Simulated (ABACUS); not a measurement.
# A series of single points on NiO

System: NiO (F-43m, 2 atoms in the cell).
Method: Kohn-Sham DFT of a periodic cell, PBE, PseudoDojo NC SR 0.4.1 PBE standard, spin-polarised (ABACUS 3.10.1).

The 7 runs differ only in the geometry, by an even scaling of the cell at fixed fractional positions. The structure was built on a prototype by a generator; it need not be a known phase.

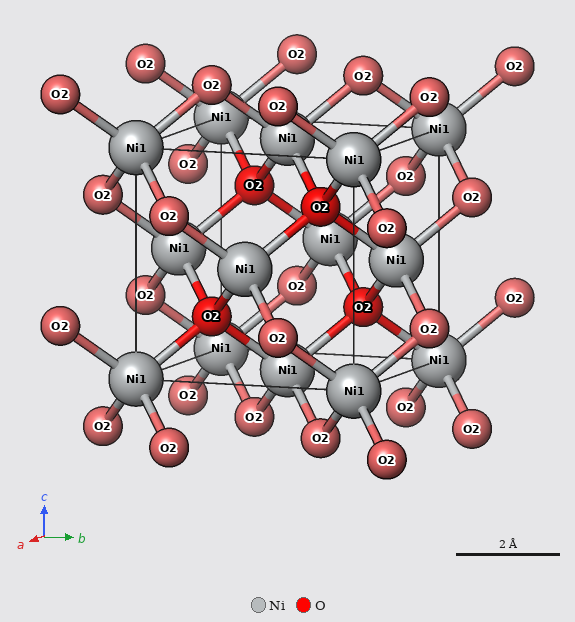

Figure 1. The structure of run 4 (ball-and-stick view of the cell 4 times as large as that of the calculation, set on its symmetry axes, seen slightly off an axis; neighbours outside the cell are drawn fainter; atoms are numbered from 1 in the order of the input).

**Input file of run 4**
```
INPUT_PARAMETERS
suffix              NiO
calculation         scf
basis_type          pw
pseudo_dir          ./
symmetry            1
dft_functional      pbe
ecutwfc             98
pseudo_rcut         7
nspin               2
nbands              17
ks_solver           dav
smearing_method     fd
smearing_sigma      0.00367493
scf_thr             1e-08
scf_nmax            100
mixing_type         broyden
mixing_beta         0.4
cal_force           1
cal_stress          1
kpar                4
```

**File STRU of run 4**
```
ATOMIC_SPECIES
Ni 58.6934 Ni.upf
O 15.9990 O.upf

LATTICE_CONSTANT
1.8897261246

LATTICE_VECTORS
0.0000000000 2.2835484600 2.2835484600
2.2835484600 0.0000000000 2.2835484600
2.2835484600 2.2835484600 0.0000000000

ATOMIC_POSITIONS
Direct

Ni
0.0
1
0.0000000000 0.0000000000 0.0000000000 1 1 1 mag 1

O
0.0
1
0.2500000000 0.2500000000 0.2500000000 1 1 1 mag 0
```

**File KPT of run 4**
```
K_POINTS
0
Gamma
10 10 10 0 0 0
```

Command:
```bash
OMP_NUM_THREADS=1 mpirun -np 4 abacus > log
```

Lattice vectors (Å) and fractional positions of run 4:
```
   0.000000    2.283548    2.283548
   2.283548    0.000000    2.283548
   2.283548    2.283548    0.000000
Ni  0.000000  0.000000  0.000000
O   0.250000  0.250000  0.250000
```

Run 6 differs from it as follows:
```diff
-0.0000000000 2.2835484600 2.2835484600
-2.2835484600 0.0000000000 2.2835484600
-2.2835484600 2.2835484600 0.0000000000
+0.0000000000 2.3135985963 2.3135985963
+2.3135985963 0.0000000000 2.3135985963
+2.3135985963 2.3135985963 0.0000000000
```

**Results, with one run withheld**

```csv
run,volume per atom (Å³),"free energy per atom, from the lowest run given (meV)",pressure (GPa)
1,11.193,0.00,0.69
2,11.431,1.25,−2.39
3,11.670,6.78,−5.11
4,11.908,16.17,−7.56
5,12.146,29.00,−9.75
6,12.384,?,?
7,12.622,63.51,−13.43
```

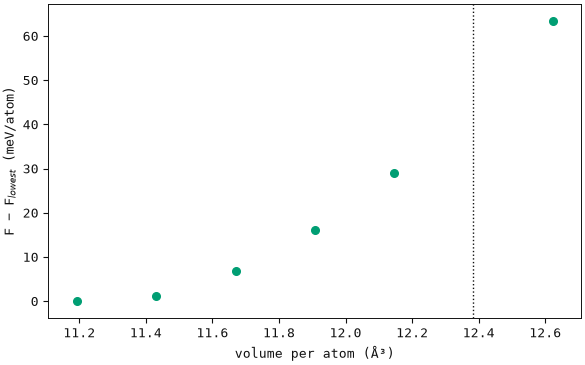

Figure 2. Free energy per atom of the runs given; the dotted line marks run 6.

What should run 6 give?

A cubic polynomial in V^(−2/3) (the Birch–Murnaghan form), fitted to the 6 runs given, misses them by at most 0.02 meV per atom. With x = V^(−2/3) − 0.19279 Å⁻², it reads F = 12.011 − 3772.6 x + 2.9187e+05 x² + 2.2882e+05 x³ (meV per atom). At run 6 it gives 44.88 meV per atom, and the run itself gives 44.89. The slope of the fit gives a pressure −dF/dV of −11.65 GPa there, and the run prints −11.70 GPa. The fit has its minimum at 11.247 Å³ per atom, where V d²F/dV² gives 149 GPa: the bulk modulus at this level, since symmetry fixes the shape and the positions.

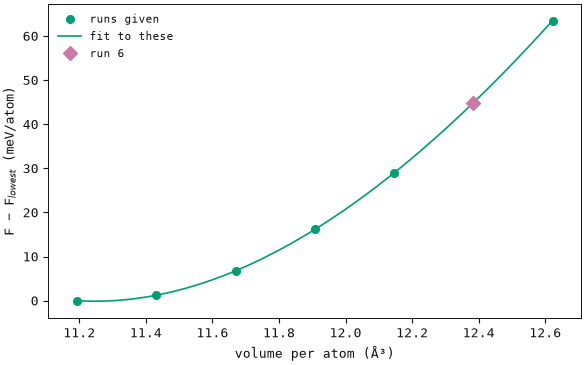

Figure 3. The fit and the withheld run.

**Some lines of the output (run 6)**
```
[...]
 E_Fermi        0.6957811255         9.4665878682
 E_Fermi        0.6968961655         9.4817587655
 E_Fermi        0.6924858580         9.4217534536
 E_Fermi        0.6999127895         9.5228020403
 E_Fermi        0.7002379709         9.5272263600
 E_Fermi        0.7005495412         9.5314654913
 E_Fermi        0.7004464625         9.5300630346
 E_Fermi        0.7004850521         9.5305880730
 E_KS(sigma->0) -368.5755154393      -5014.7271532620
 E_Fermi        0.7005042525         9.5308493069
 final etot is -5014.7341085 eV
 EFERMI = 9.5308493069 eV
 TOTAL-PRESSURE: -116.993009 KBAR
 !FINAL_ETOT_IS -5014.7341084504496393 eV
```
